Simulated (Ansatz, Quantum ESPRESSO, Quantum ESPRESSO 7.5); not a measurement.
# Ballistic transmission: 1 layers of Mo in Au(111), on the host's sites

Aim: the zero-bias transmission with pwcond for this junction: 1 layers of Mo in Au(111), on the host's sites.

Method: plane-wave DFT, PBE, JTH PAW pseudopotentials (cross-check by Ansatz 0.2.0 with PAW datasets), in Quantum ESPRESSO 7.5.

### Step 1. The starting structure

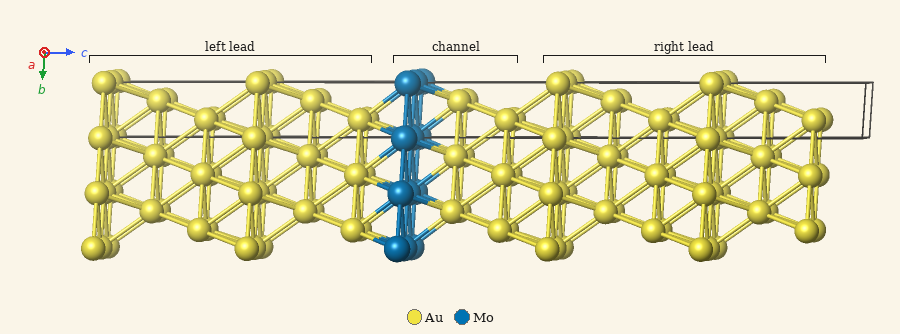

The starting structure, seen from the side, with the c axis across the page (gold yellow, molybdenum blue). 2×3×1 cells are drawn. Some periodic images of atoms are drawn too.

The cell holds 15 atoms: 14 Au and 1 Mo. Cell: a = 2.949 Å, b = 2.949 Å, c = 35.801 Å, α = 90.0°, β = 90.0°, γ = 60.0°. It derives from Au. Regions: left lead, 6 atoms (6 Au); channel, 3 atoms (1 Mo and 2 Au); right lead, 6 atoms (6 Au). The structure is stacked along c, and the current runs across the ab planes.

### Step 2. Ground state

One periodic cell holds a stretch of lead, the junction and more lead; the atoms stay as built.

scf.in reads:

```
&control
  prefix = 'scf'
  outdir = './out'
  pseudo_dir = './pseudo'
  calculation = 'scf'
  tprnfor = .true.
/
&system
  ibrav = 0
  nat = 15
  ntyp = 2
  ecutwfc = 45
  ecutrho = 360
  occupations = 'smearing'
  smearing = 'mv'
  degauss = 0.01
/
&electrons
  conv_thr = 1e-07
  mixing_beta = 0.25
  electron_maxstep = 120
  mixing_mode = 'local-TF'
/
ATOMIC_SPECIES
  Au  196.9666  Au.GGA_PBE-JTH.UPF
  Mo  95.9500  Mo.GGA_PBE-JTH.UPF
CELL_PARAMETERS angstrom
  2.94863527754790 0.00000000000000 0.00000000000000
  1.47431763877395 2.55359305685146 0.00000000000000
  0.00000000000000 0.00000000000000 35.80106802608552
ATOMIC_POSITIONS crystal
  Au  0.000000000000 0.000000000000 0.000000000000
  Au  0.333333333000 0.333333333000 0.067248011170
  Au  0.666666667000 0.666666667000 0.134496022340
  Au  0.000000000000 0.000000000000 0.201744033510
  Au  0.333333333000 0.333333333000 0.268992044681
  Au  0.666666667000 0.666666667000 0.336240055851
  Mo  0.000000000000 0.000000000000 0.399127983245
  Au  0.333333333000 0.333333333000 0.462015910639
  Au  0.666666667000 0.666666667000 0.529263921809
  Au  0.000000000000 0.000000000000 0.596511932979
  Au  0.333333333000 0.333333333000 0.663759944149
  Au  0.666666667000 0.666666667000 0.731007955319
  Au  0.000000000000 0.000000000000 0.798255966490
  Au  0.333333333000 0.333333333000 0.865503977660
  Au  0.666666667000 0.666666667000 0.932751988830
K_POINTS automatic
  9 9 1 0 0 0
```

Launch:

```console
> OMP_NUM_THREADS=1 mpirun -n 4 pw.x -nk 4 -in scf.in > scf.out
```

The program printed:

```text
Program PWSCF v.7.5 starts
[citation notice left out]

     Parallel version (MPI & OpenMP), running on       4 processor cores
     Number of MPI processes:                 4
     Threads/MPI process:                     1

     MPI processes distributed on     1 nodes
[...]
Current dimensions of program PWSCF are:
     Max number of different atomic species (ntypx) = 10
     Max number of k-points (npk) =  40000
     Max angular momentum in pseudopotentials (lmaxx) =  4
     file Au.GGA_PBE-JTH.UPF: wavefunction(s)  6S 0S 6P 0P 5D 0D renormalized
     file Mo.GGA_PBE-JTH.UPF: wavefunction(s)  4S 5S 4P 0P 4D 0D renormalized
     Message from routine setup:
     using ibrav=0 with symmetry is DISCOURAGED, use correct ibrav instead

     K-points division:     npool     =       4
     Subspace diagonalization in iterative solution of the eigenvalue problem:
     a serial algorithm will be used

     G-vector sticks info
     --------------------
     sticks:   dense  smooth     PW     G-vecs:    dense   smooth      PW
     Sum         769     379    121               209761    74119   12977

     Using Slab Decomposition

     bravais-lattice index     =            0
     lattice parameter (alat)  =       5.5721  a.u.
     unit-cell volume          =    1819.1367 (a.u.)^3
     number of atoms/cell      =           15
     number of atomic types    =            2
     number of electrons       =       168.00
     number of Kohn-Sham states=          101
     kinetic-energy cutoff     =      45.0000  Ry
     charge density cutoff     =     360.0000  Ry
     scf convergence threshold =      1.0E-07
     mixing beta               =       0.2500
     number of iterations used =            8  local-TF  mixing
     Exchange-correlation= SLA PW PBX PBC
                           (   1   4   3   4   0   0   0)

     celldm(1)=   5.572113  celldm(2)=   0.000000  celldm(3)=   0.000000
     celldm(4)=   0.000000  celldm(5)=   0.000000  celldm(6)=   0.000000

     crystal axes: (cart. coord. in units of alat)
               a(1) = (   1.000000   0.000000   0.000000 )
               a(2) = (   0.500000   0.866025   0.000000 )
               a(3) = (   0.000000   0.000000  12.141572 )

     reciprocal axes: (cart. coord. in units 2 pi/alat)
               b(1) = (  1.000000 -0.577350  0.000000 )
               b(2) = (  0.000000  1.154701  0.000000 )
               b(3) = (  0.000000  0.000000  0.082362 )

     PseudoPot. # 1 for Au read from file:
     ./pseudo/Au.GGA_PBE-JTH.UPF
     Pseudo is Projector augmented-wave + core cor, Zval = 11.0
     Generated using ATOMPAW code
     Shape of augmentation charge: SINC**2
     Using radial grid of 1127 points,  6 beta functions with:
                l(1) =   0
                l(2) =   0
                l(3) =   1
                l(4) =   1
                l(5) =   2
                l(6) =   2
     Q(r) pseudized with 0 coefficients

     PseudoPot. # 2 for Mo read from file:
     ./pseudo/Mo.GGA_PBE-JTH.UPF
     Pseudo is Projector augmented-wave + core cor, Zval = 14.0
     Generated using ATOMPAW code
     Shape of augmentation charge: SINC**2
     Using radial grid of 1076 points,  6 beta functions with:
                l(1) =   0
                l(2) =   0
                l(3) =   1
                l(4) =   1
                l(5) =   2
                l(6) =   2
     Q(r) pseudized with 0 coefficients

     atomic species   valence    mass     pseudopotential
     Au               11.00   196.96660     Au( 1.00)
     Mo               14.00    95.95000     Mo( 1.00)

      6 Sym. Ops. (no inversion) found

   Cartesian axes

     site n.     atom                  positions (alat units)
         1        Au     tau(   1) = (   0.0000000   0.0000000   0.0000000  )
         2        Au     tau(   2) = (   0.5000000   0.2886751   0.8164966  )
         3        Au     tau(   3) = (   1.0000000   0.5773503   1.6329932  )
         4        Au     tau(   4) = (   0.0000000   0.0000000   2.4494897  )
         5        Au     tau(   5) = (   0.5000000   0.2886751   3.2659863  )
         6        Au     tau(   6) = (   1.0000000   0.5773503   4.0824829  )
         7        Mo     tau(   7) = (   0.0000000   0.0000000   4.8460412  )
         8        Au     tau(   8) = (   0.5000000   0.2886751   5.6095995  )
         9        Au     tau(   9) = (   1.0000000   0.5773503   6.4260961  )
        10        Au     tau(  10) = (   0.0000000   0.0000000   7.2425927  )
        11        Au     tau(  11) = (   0.5000000   0.2886751   8.0590893  )
        12        Au     tau(  12) = (   1.0000000   0.5773503   8.8755858  )
        13        Au     tau(  13) = (   0.0000000   0.0000000   9.6920824  )
        14        Au     tau(  14) = (   0.5000000   0.2886751  10.5085790  )
        15        Au     tau(  15) = (   1.0000000   0.5773503  11.3250756  )

     number of k points=    12  Marzari-Vanderbilt smearing, width (Ry)=  0.0100
                       cart. coord. in units 2pi/alat
        k(    1) = (   0.0000000   0.0000000   0.0000000), wk =   0.0246914
        k(    2) = (   0.0000000   0.1283001   0.0000000), wk =   0.1481481
        k(    3) = (   0.0000000   0.2566001   0.0000000), wk =   0.1481481
        k(    4) = (   0.0000000   0.3849002   0.0000000), wk =   0.1481481
        k(    5) = (   0.0000000   0.5132002   0.0000000), wk =   0.1481481
        k(    6) = (   0.1111111   0.1924501   0.0000000), wk =   0.1481481
        k(    7) = (   0.1111111   0.3207501   0.0000000), wk =   0.2962963
        k(    8) = (   0.1111111   0.4490502   0.0000000), wk =   0.2962963
        k(    9) = (   0.1111111  -0.5773503   0.0000000), wk =   0.1481481
        k(   10) = (   0.2222222   0.3849002   0.0000000), wk =   0.1481481
        k(   11) = (   0.2222222  -0.6415003   0.0000000), wk =   0.2962963
        k(   12) = (   0.3333333  -0.5773503   0.0000000), wk =   0.0493827

     Dense  grid:   209761 G-vectors     FFT dimensions: (  36,  36, 432)

     Smooth grid:    74119 G-vectors     FFT dimensions: (  24,  24, 300)

     Estimated max dynamical RAM per process >     411.94 MB

     Estimated total dynamical RAM >       1.46 GB

     Initial potential from superposition of free atoms

     starting charge     167.9972, renormalised to     168.0000
     Starting wfcs are  270 randomized atomic wfcs
     Checking if some PAW data can be deallocated...

     total cpu time spent up to now is        7.6 secs

     per-process dynamical memory:   204.7 Mb

     Self-consistent Calculation

     iteration #  1     ecut=    45.00 Ry     beta= 0.25
[...]
10.8988  10.9012  10.9012  10.9516  10.9516  10.9544  10.9544  11.4068
    11.4474  11.5566  11.5566  11.7387  11.7387  12.0201  12.0201  12.0282
    12.0282  12.0415  12.0415  12.0565  12.0565  12.0779  12.0779  12.2086
    12.2086  12.3463  12.3463  12.4626  12.5500  12.5500  12.7131  12.7131
    12.8215  12.8932  12.8932  13.0196  13.0196  13.1098  13.1098  13.3696
    14.2397  14.3442  14.7859  14.7859  16.7062  16.7062  18.2164  18.8211
    20.2585  20.9503  22.8027  23.4487  25.4737

          k = 0.0000 0.1283 0.0000 (  9177 PWs)   bands (ev):

   -46.0958 -20.3225 -19.7850 -19.7237   6.2198   6.3336   6.3943   6.7201
     6.8538   7.3330   7.5090   7.9898   8.1502   8.4014   8.4920   8.5606
     8.5881   8.5989   9.3192  10.1439  10.2458  10.2697  10.2876  10.3473
    10.3571  10.4199  10.4649  10.5175  10.5287  10.5588  10.5864  10.6090
    10.6352  10.6604  10.7148  10.7160  10.7748  10.8242  10.8407  10.8624
    10.8655  10.8896  10.8956  10.9183  10.9301  10.9510  10.9782  10.9793
    10.9897  10.9991  11.0038  11.0566  11.0622  11.0676  11.1238  11.1432
    11.1758  11.3487  11.5330  11.5332  11.6256  11.6727  11.7460  11.7829
    11.7987  11.8606  11.8823  11.9857  11.9940  12.0701  12.1029  12.1232
    12.1830  12.2033  12.2641  12.3459  12.3847  12.5718  12.6823  12.7400
    12.7955  12.9102  13.0441  13.1316  13.1408  13.4887  13.8822  14.4262
    14.5608  15.0758  15.1147  15.5315  16.6576  17.0266  18.3543  18.9182
    20.4942  21.1011  23.0303  23.5973  25.7000

          k = 0.0000 0.2566 0.0000 (  9236 PWs)   bands (ev):

   -46.0699 -20.2932 -19.9841 -19.7705   7.1874   7.2589   7.3511   7.5740
     7.7392   8.1032   8.2709   8.6713   8.8134   8.9721   9.0561   9.1323
     9.2326   9.3225   9.5166   9.6647   9.7745   9.8292   9.9503  10.0542
    10.0950  10.1250  10.1473  10.2098  10.2471  10.2908  10.3010  10.3855
    10.4458  10.5018  10.5791  10.7430  10.8480  10.8830  10.8906  10.9011
    10.9541  10.9719  10.9793  10.9928  11.0183  11.0533  11.1025  11.1212
    11.1399  11.2430  11.2521  11.3179  11.3546  11.3574  11.4223  11.4550
    11.4834  11.4837  11.5082  11.5584  11.6375  11.6828  11.7152  11.7771
    11.7842  11.8262  11.8737  11.9385  11.9795  12.0795  12.1554  12.1928
    12.3014  12.3876  12.4718  12.4954  12.6008  12.6611  12.7881  12.9448
    13.0914  13.1509  13.1803  13.3470  13.8124  14.2877  14.4572  14.9903
    15.6970  15.9087  16.1320  16.5278  17.3427  17.5646  19.0408  19.5206
    21.1328  21.7318  23.5383  23.8927  25.0053

          k = 0.0000 0.3849 0.0000 (  9256 PWs)   bands (ev):

   -46.0402 -20.2597 -20.2050 -19.8232   8.1238   8.1706   8.2590   8.4070
     8.5050   8.6593   8.7184   8.7646   8.8174   8.8918   8.9953   9.1124
     9.1300   9.1776   9.2566   9.3020   9.3617   9.4253   9.4932   9.6645
     9.7973   9.9330  10.1171  10.2602  10.3092  10.4774  10.5708  10.6774
    10.7282  10.7625  10.8164  10.8324  10.8427  10.8513  10.8852  10.8928
    11.0301  11.0365  11.1388  11.1457  11.1682  11.2778  11.3630  11.4320
    11.4751  11.5213  11.5887  11.7531  11.8869  11.9411  12.0379  12.0387
    12.1514  12.1633  12.2348  12.3407  12.3509  12.4427  12.4896  12.5106
    12.5264  12.5321  12.5508  12.5751  12.5940  12.6014  12.6272  12.6360
    12.6893  12.7414  12.7847  12.8064  12.8469  12.8644  12.9086  12.9961
    13.1398  13.2370  13.5318  13.8163  14.7203  15.0775  15.4606  16.0328
    16.3467  16.8166  17.0963  17.0995  18.1428  18.9224  19.7739  20.9420
    21.0187  21.1707  21.3727  21.4120  21.8366

          k = 0.0000 0.5132 0.0000 (  9276 PWs)   bands (ev):

   -46.0208 -20.3463 -20.2377 -19.8574   8.2671   8.3468   8.4173   8.5471
     8.5815   8.6246   8.6501   8.7323   8.7681   8.8416   8.8737   8.8984
     8.9440   8.9569   9.0072   9.0441   9.0924   9.1552   9.2371   9.4620
     9.6246   9.8523   9.9897  10.2438  10.2773  10.4597  10.5512  10.6252
    10.6298  10.6790  10.6991  10.7879  10.7918  10.8805  11.0176  11.0856
    11.1558  11.2484  11.3509  11.4575  11.5235  11.5291  11.7458  12.0073
    12.0648  12.1532  12.2212  12.2938  12.3478  12.5791  12.6982  12.7335
    12.7623  12.8138  12.8162  12.9490  12.9556  13.0369  13.0518  13.0609
    13.0744  13.0952  13.1193  13.1477  13.1716  13.1922  13.2097  13.2198
    13.2343  13.2935  13.3590  13.3897  13.6428  13.9601  14.1967  14.4612
    14.6259  14.6651  14.7279  15.0178  15.8733  16.0745  16.2015  16.3859
    17.1634  17.2995  17.5958  17.6963  17.8822  17.9669  18.1000  18.2139
    18.6961  18.9608  19.3515  19.9689  20.0669

          k = 0.1111 0.1925 0.0000 (  9192 PWs)   bands (ev):

   -46.0777 -20.3021 -19.9172 -19.7637   6.8933   6.9919   7.0550   7.3416
     7.4780   7.9132   8.0846   8.5548   8.6953   8.9339   9.0122   9.0693
     9.0901   9.0906   9.5505   9.9231   9.9356   9.9732  10.0237  10.0571
    10.1409  10.1882  10.2110  10.2400  10.2415  10.2896  10.3038  10.3508
    10.3652  10.3896  10.5166  10.5542  10.7008  10.7867  10.8139  10.8944
    10.9067  10.9321  10.9744  11.0141  11.0228  11.0435  11.0761  11.0803
    11.1076  11.1697  11.2010  11.2087  11.2576  11.3019  11.3664  11.4211
    11.4222  11.4789  11.5084  11.5435  11.5988  11.6569  11.7094  11.7589
    11.7657  11.7735  11.7814  11.8788  11.8916  11.9745  12.0582  12.2623
    12.2824  12.3255  12.3971  12.4478  12.5301  12.6245  12.8075  12.8899
    12.9213  13.0139  13.0240  13.5283  13.5537  14.1825  14.2466  14.6707
    15.3784  15.7231  15.8767  16.5197  16.9247  17.4354  18.8694  19.2062
    21.0132  21.4329  23.4461  23.8590  25.9330

[...]
the Fermi energy is    15.0799 ev

!    total energy              =  -11215.84979670 Ry
     total all-electron energy =    -11215.849797 Ry
     estimated scf accuracy    <       0.00000003 Ry
     smearing contrib. (-TS)   =      -0.00082557 Ry
     internal energy E=F+TS    =  -11215.84897113 Ry

     The total energy is F=E-TS. E is the sum of the following terms:
     one-electron contribution =      53.15730973 Ry
     hartree contribution      =     175.53998537 Ry
     xc contribution           =    -171.79759981 Ry
     ewald contribution        =   -1057.89798324 Ry
     one-center paw contrib.   =  -10214.85068317 Ry

     convergence has been achieved in  20 iterations

     Forces acting on atoms (cartesian axes, Ry/au):

     atom    1 type  1   force =     0.00000000    0.00000000    0.00038870
     atom    2 type  1   force =     0.00000000    0.00000000   -0.00016293
     atom    3 type  1   force =     0.00000000    0.00000000    0.00022655
     atom    4 type  1   force =     0.00000000    0.00000000   -0.00258818
     atom    5 type  1   force =     0.00000000    0.00000000   -0.00039131
     atom    6 type  1   force =     0.00000000    0.00000000   -0.00192050
     atom    7 type  2   force =     0.00000000    0.00000000   -0.00000469
     atom    8 type  1   force =     0.00000000    0.00000000    0.00195849
     atom    9 type  1   force =     0.00000000    0.00000000    0.00043423
     atom   10 type  1   force =     0.00000000    0.00000000    0.00255124
     atom   11 type  1   force =     0.00000000    0.00000000   -0.00022536
     atom   12 type  1   force =     0.00000000    0.00000000    0.00012084
     atom   13 type  1   force =     0.00000000    0.00000000   -0.00039016
     atom   14 type  1   force =     0.00000000    0.00000000    0.00020611
     atom   15 type  1   force =     0.00000000    0.00000000   -0.00020303

     Total force =     0.004648     Total SCF correction =     0.001041
     SCF correction compared to forces is large: reduce conv_thr to get better values

[...]
=------------------------------------------------------------------------------=
   JOB DONE.
=------------------------------------------------------------------------------=
```

Wall time 3.3 min (4 MPI ranks of Arm Neoverse V2, shared host); peak memory 1.5 GiB.

Numbers from this step:

```
free energy  : -152599.4104 eV
Fermi energy : 15.08 eV
```

The program's own clock; routines nest. Time by routine:

| routine | wall time (s) | calls |
| --- | --- | --- |
| PWSCF | 198.2 | 1 |
| electrons | 188.6 | 1 |
| c_bands | 146 | 20 |
| cegterg | 129.4 | 60 |
| h_psi | 71.61 | 298 |
| fftw | 44.54 | 41444 |
| vloc_psi | 42.01 | 298 |
| calbec | 20.19 | 370 |
| sum_band | 20.12 | 20 |
| add_vuspsi | 14.47 | 298 |
| s_psi | 14.43 | 298 |
| h_psi:calbec | 14.4 | 298 |
| PAW_pot | 10.43 | 21 |
| init_run | 7.43 | 1 |

The run needed 20 iterations to bring the estimated error under 1e-07 Ry; the largest force on any atom, held or free, is 0.07 eV/Å.

(Continued in part 2 of 3.)

[Logs are printed without paths, hosts, clocks, repeated set-up lines and the standing remarks that a program may print on its own settings, such as how far it seeks lower states.]

[Hosts, paths, dates, database ids (printed as entryN), source tags and the programs' standing remarks are cut or masked in the printed files.]

[Maps of the electrostatic potential energy from Ansatz leave out the sawtooth potential of an applied field or a dipole correction, so their vacuum need not be flat; planar profiles and work functions include it.]
